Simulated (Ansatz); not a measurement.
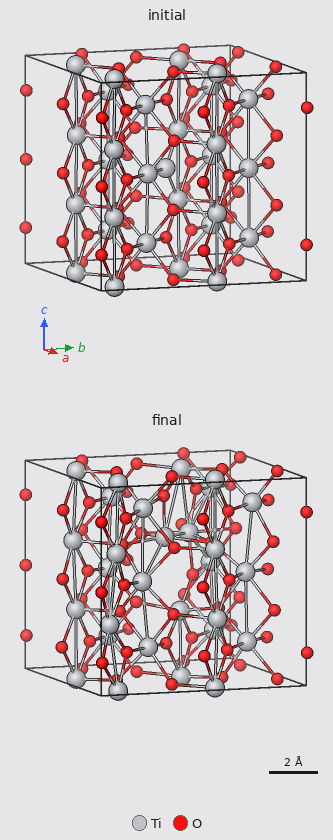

The structure of a defect cell of composition Ti₂₅O₄₇ (cell charge +2) before (top) and after (bottom) a relaxation, at one scale.

Style: ball-and-stick. Shown: the cell of the calculation (origin shifted), slightly off an axis.

Computed with DFT, PBEsol, PAW, plane waves in Ansatz 0.2.0. Set-up: plane-wave cutoff 420 eV; k-point mesh 1 × 1 × 1; mesh shifted by (0.25, 0.25, 0.25); no spin polarisation; atoms relaxed in a fixed cell; force threshold 0.03 eV/Å; at most 80 steps.

Summarise the run.

Answer. After 24 geometry steps the energy has fallen by 11.862 eV per cell of the calculation. Largest force component: 7.1 eV/Å at the start, 0.024 eV/Å at the end. The atom that moves furthest is a Ti atom (1.53 Å along +c). Largest moves by element: Ti 1.53 Å, O 0.52 Å. The cell stays as it was. Among the contacts that change: Ti–Ti 1.957 → 3.618 Å, Ti–Ti 4.596 → 3.051 Å, O–Ti 1.885 → 3.266 Å, O–Ti 3.471 → 2.277 Å. New bonds form, among them: O–Ti (2.74 → 2.11 Å), O–Ti (2.74 → 2.13 Å), O–Ti (2.75 → 2.06 Å), O–Ti (2.77 → 2.01 Å). Bonds break, among them: O–Ti (1.88 → 3.27 Å), O–Ti (1.95 → 2.60 Å). Bond angles that change, for instance: Ti–Ti–O 178.6° → 100.3°, Ti–Ti–Ti 139.6° → 66.7°, O–Ti–O 179.5° → 106.7°.

Limits of the set-up: the cell is charged, on a uniform background, and energies carry no finite-size correction.
